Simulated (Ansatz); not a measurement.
**Cs2AgBiBr6: geometry relaxation (part 2 of 2)**

Continued. System: Cs2AgBiBr6 (Fm-3m, 10 atoms in the cell). Method: DFT PBE, scalar-relativistic, plane waves, PAW, no spin polarisation (Ansatz 0.2.0); cutoff 420 eV, 4×4×4 k-mesh, Gaussian smearing of 0.02 eV. The structure derives from an entry of the Crystallography Open Database. It belongs to a series of runs on one base structure; here: volume × 1.03, shape and atoms relaxed.

Geometry of the input (Å; fractional positions):
```
0.0000  5.7989  5.7989
5.7989  0.0000  5.7989
5.7989  5.7989  0.0000
Cs 0.2500  0.2500  0.2500
Cs 0.7500  0.7500  0.7500
Ag 0.5000  0.5000  0.5000
Bi 0.0000  0.0000  0.0000
Br 0.2513  0.7487  0.2513
Br 0.2513  0.7487  0.7487
Br 0.7487  0.2513  0.7487
Br 0.7487  0.2513  0.2513
Br 0.2513  0.2513  0.7487
Br 0.7487  0.7487  0.2513
```

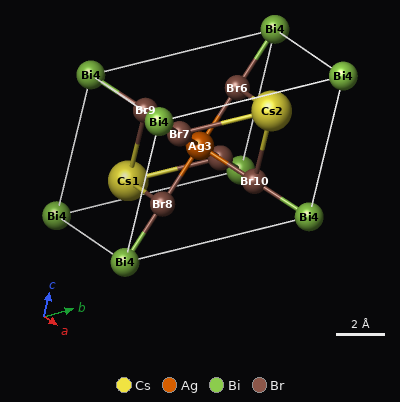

*The geometry at step 2 of the log (ball-and-stick view of the cell of the calculation, seen slightly off an axis; atoms are numbered from 1 in the order of the input).*

## Output, continued
```
  k-point 0: bands = ["-86.7339", "-50.2583", "-50.2583", "-50.2583", "-19.7423", "-19.7423", "-19.7216", "-19.7216", "-19.7216", "-17.3515", "-17.3480", "-10.9969", "-10.4867", "-10.4867", "-10.4867", "-10.3300", "-10.3300", "-6.8917", "-4.1995", "-4.1995", "-4.1995", "-4.1576", "-4.1576", "-4.1576", "-0.4425", "-0.4425", "-0.4425", "-0.0316", "-0.0316", "0.4272", "0.4272", "0.4272", "0.6140", "1.4912", "1.4912", "1.4912", "1.8192", "1.8192", "1.8192", "1.9578", "1.9578", "1.9578", "2.3314", "2.3314", "2.3314", "2.6797", "2.6797", "5.6097", "5.6097", "5.6097", "6.9388", "8.0464", "8.1505", "8.1505", "8.6375", "8.9818", "8.9818"]
  k-point 1: bands = ["-86.7339", "-50.2583", "-50.2583", "-50.2583", "-19.7423", "-19.7423", "-19.7216", "-19.7216", "-19.7216", "-17.3509", "-17.3485", "-10.9602", "-10.5413", "-10.4727", "-10.4727", "-10.3458", "-10.3458", "-6.8545", "-4.1875", "-4.1875", "-4.1720", "-4.1575", "-4.1575", "-4.1430", "-0.7774", "-0.5873", "-0.5873", "0.3346", "0.3346", "0.4348", "0.4663", "0.4663", "0.9591", "1.4197", "1.4197", "1.4339", "1.7893", "1.7893", "1.8871", "1.9539", "1.9539", "1.9594", "2.0661", "2.0661", "2.2492", "2.3853", "2.3853", "5.0707", "6.1721", "6.1721", "7.5053", "8.3761", "8.4576", "8.4576", "8.8521", "9.1758", "9.1758"]
  k-point 2: bands = ["-86.7339", "-50.2583", "-50.2583", "-50.2583", "-19.7423", "-19.7423", "-19.7216", "-19.7216", "-19.7216", "-17.3496", "-17.3496", "-10.9115", "-10.6077", "-10.4538", "-10.4538", "-10.3665", "-10.3665", "-6.8172", "-4.1667", "-4.1667", "-4.1660", "-4.1660", "-4.1364", "-4.1360", "-1.0027", "-0.6669", "-0.6669", "0.4594", "0.4962", "0.4962", "0.9336", "0.9336", "0.9591", "1.2502", "1.2502", "1.3840", "1.3840", "1.5627", "1.7876", "1.7876", "2.0433", "2.0536", "2.0683", "2.0683", "2.0789", "2.2424", "2.2424", "4.5849", "6.7321", "6.7321", "8.2976", "8.4881", "8.9259", "8.9259", "9.0389", "9.1229", "9.1229"]
  k-point 7: bands = ["-86.7339", "-50.2583", "-50.2583", "-50.2583", "-19.7423", "-19.7423", "-19.7216", "-19.7216", "-19.7216", "-17.3496", "-17.3496", "-10.8947", "-10.5551", "-10.4910", "-10.4910", "-10.3876", "-10.3527", "-6.8069", "-4.1553", "-4.1553", "-4.1553", "-4.1547", "-4.1364", "-4.1363", "-0.7983", "-0.3086", "-0.3086", "-0.0398", "0.1144", "0.4529", "0.4529", "0.5416", "1.0911", "1.2342", "1.2342", "1.3589", "1.5610", "1.5643", "1.5643", "1.8490", "1.8490", "1.8967", "1.9975", "2.1199", "2.1199", "2.1996", "3.1293", "5.7889", "6.1681", "6.1681", "8.2064", "9.0562", "9.0562", "9.2378", "9.4574", "9.4681", "9.4681"]
--- Relaxed structure (3 steps of the walk, 3 accepted, 0 SCFs on fresh bases) ---
  F+E_penalty+E_count = -48039.14972146 eV   max|allowed force component| = 7.849e-3 eV/Å
  atoms:
    - { symbol: Cs, position: [0.25, 0.25, 0.25] }
    - { symbol: Cs, position: [0.75, 0.75, 0.75] }
    - { symbol: Ag, position: [0.5, 0.5, 0.5] }
    - { symbol: Bi, position: [-7.478717797297388e-20, 4.487230678378431e-20, -4.4872306783784383e-20] }
    - { symbol: Br, position: [0.25033697589320214, 0.7496630241067979, 0.25033697589320214] }
    - { symbol: Br, position: [0.25033697589320214, 0.7496630241067979, 0.7496630241067979] }
    - { symbol: Br, position: [0.7496630241067979, 0.25033697589320214, 0.7496630241067979] }
    - { symbol: Br, position: [0.7496630241067979, 0.25033697589320214, 0.25033697589320214] }
    - { symbol: Br, position: [0.25033697589320214, 0.25033697589320214, 0.7496630241067979] }
    - { symbol: Br, position: [0.7496630241067979, 0.7496630241067979, 0.25033697589320214] }
```

## Trajectory as extended XYZ (Å, eV, eV/Å), 3 frames, from step=1 to step=3
```
10
Lattice="0.0000 5.7989 5.7989 5.7989 0.0000 5.7989 5.7989 5.7989 0.0000" Properties=species:S:1:pos:R:3:forces:R:3 step=1 energy=-48039.14662
Cs    2.8994    2.8994    2.8994    0.0000   0.0000   0.0000
Cs    8.6983    8.6983    8.6983    0.0000   0.0000   0.0000
Ag    5.7989    5.7989    5.7989    0.0000   0.0000   0.0000
Bi    0.0000    0.0000    0.0000    0.0000   0.0000   0.0000
Br    5.7989    2.9146    5.7989    0.0000  -0.0838   0.0000
Br    8.6831    5.7989    5.7989    0.0838   0.0000   0.0000
Br    5.7989    8.6831    5.7989    0.0000   0.0838   0.0000
Br    2.9146    5.7989    5.7989   -0.0838   0.0000   0.0000
Br    5.7989    5.7989    2.9146    0.0000   0.0000  -0.0838
Br    5.7989    5.7989    8.6831    0.0000   0.0000   0.0838
10
Lattice="0.0000 5.7989 5.7989 5.7989 0.0000 5.7989 5.7989 5.7989 0.0000" Properties=species:S:1:pos:R:3:forces:R:3 step=2 energy=-48039.14972
Cs    2.8994    2.8994    2.8994    0.0000   0.0000   0.0000
Cs    8.6983    8.6983    8.6983    0.0000   0.0000   0.0000
Ag    5.7989    5.7989    5.7989    0.0000   0.0000   0.0000
Bi    0.0000    0.0000    0.0000    0.0000   0.0000   0.0000
Br    5.7989    2.9033    5.7989    0.0000  -0.0078   0.0000
Br    8.6944    5.7989    5.7989    0.0078   0.0000   0.0000
Br    5.7989    8.6944    5.7989    0.0000   0.0078   0.0000
Br    2.9033    5.7989    5.7989   -0.0078   0.0000   0.0000
Br    5.7989    5.7989    2.9033    0.0000   0.0000  -0.0078
Br    5.7989    5.7989    8.6944    0.0000   0.0000   0.0078
10
Lattice="0.0000 5.7989 5.7989 5.7989 0.0000 5.7989 5.7989 5.7989 0.0000" Properties=species:S:1:pos:R:3:forces:R:3 step=3 energy=-48039.14972
Cs    2.8994    2.8994    2.8994    0.0000   0.0000   0.0000
Cs    8.6983    8.6983    8.6983    0.0000   0.0000   0.0000
Ag    5.7989    5.7989    5.7989    0.0000   0.0000   0.0000
Bi    0.0000    0.0000    0.0000    0.0000   0.0000   0.0000
Br    5.7989    2.9033    5.7989    0.0000  -0.0078   0.0000
Br    8.6944    5.7989    5.7989    0.0078   0.0000   0.0000
Br    5.7989    8.6944    5.7989    0.0000   0.0078   0.0000
Br    2.9033    5.7989    5.7989   -0.0078   0.0000   0.0000
Br    5.7989    5.7989    2.9033    0.0000   0.0000  -0.0078
Br    5.7989    5.7989    8.6944    0.0000   0.0000   0.0078
```

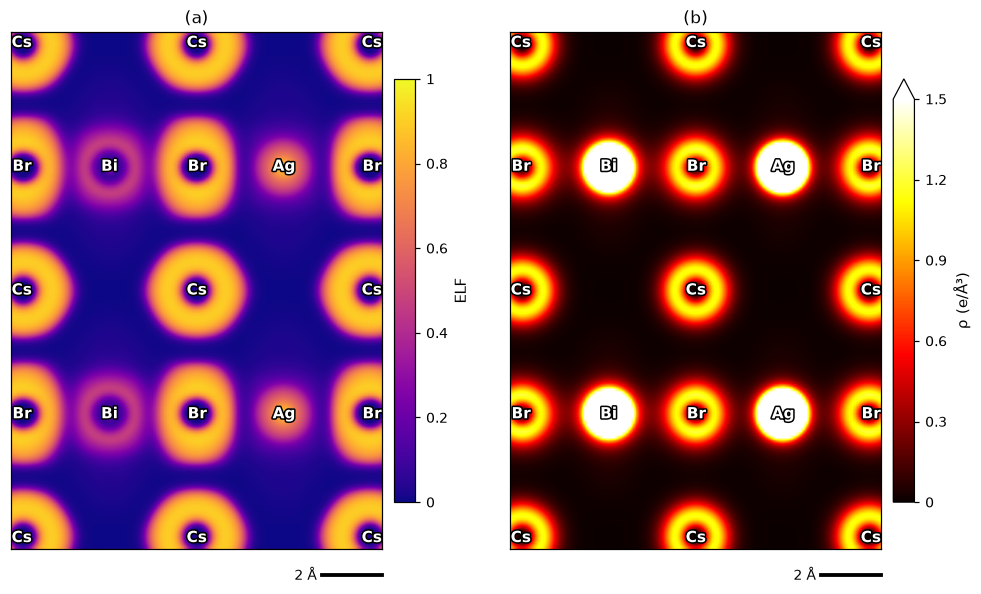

*(a) ELF; (b) valence electron density on the (011) plane of the conventional cell.*

Atoms in the plane: Cs, Ag, Bi and Br. Ag–Br (2.90 Å): the density is about 0.21 e/Å³ at the midpoint; the ELF peaks at about 0.85 in the valence shell of Br, 0.9 Å from its nucleus, and drops to about 0.10 between the two atoms, as expected for ionic bonding with no shared pair. Bi–Br (2.90 Å): ρ at the midpoint is about 0.28 e/Å³; the ELF peaks at about 0.85 in the valence shell of Br, 0.9 Å from its nucleus, and drops to about 0.30 between the two atoms. Away from the nuclei the density in this plane falls to 0.004 e/Å³ at its lowest. The strong features right at Cs, Ag and Bi lie inside the PAW spheres (semicore, d or f shells) and say nothing about bonding. Core electrons are frozen (PAW), so the fields are smoothed inside the atomic spheres.

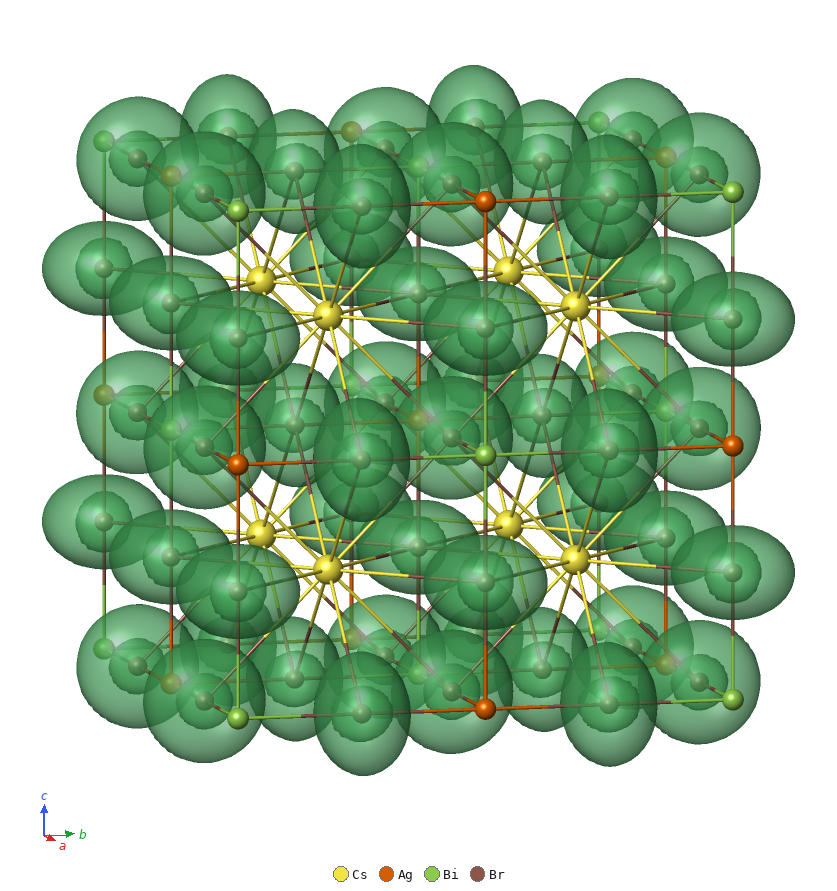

*Isosurface of the electron localisation function at 0.75 (green), seen slightly off an axis. Core shells and regions of very low density are left out. Sticks mark near contacts. The outline is the cell set on symmetry axes.*

Along the contacts the grid gives the following. Bi–Br (2.90 Å): the ELF peaks at about 0.85 in the valence shell of Br, 0.9 Å from its nucleus, and drops to about 0.30 between the two atoms.

## Results in brief

```csv
quantity,value
outcome,converged
space group (tolerance 0.01 Å),Fm-3m (225)
electrons treated,94
free energy,−48039.1497 eV
Fermi energy,3.898 eV
gap on the k-point mesh,1.37 eV
pressure,−0.59 GPa
final volume,390.00 Å³
largest force (length of the vector) at the end,0.008 eV/Å
final cell,"a = 8.201 Å, b = 8.201 Å, c = 8.201 Å, α = 60.00°, β = 60.00°, γ = 60.00°"
hardware,"2 threads of Oxide Virtual Turin-like (Zen 5), 32 GiB of memory available, shared host"
wall time,13 s (CPU time 24 s)
peak memory,0.86 GiB
```

Warnings of the run: the SCF threshold is looser than advised for the printed stress. Spin–orbit coupling is left out, which matters for Bi.
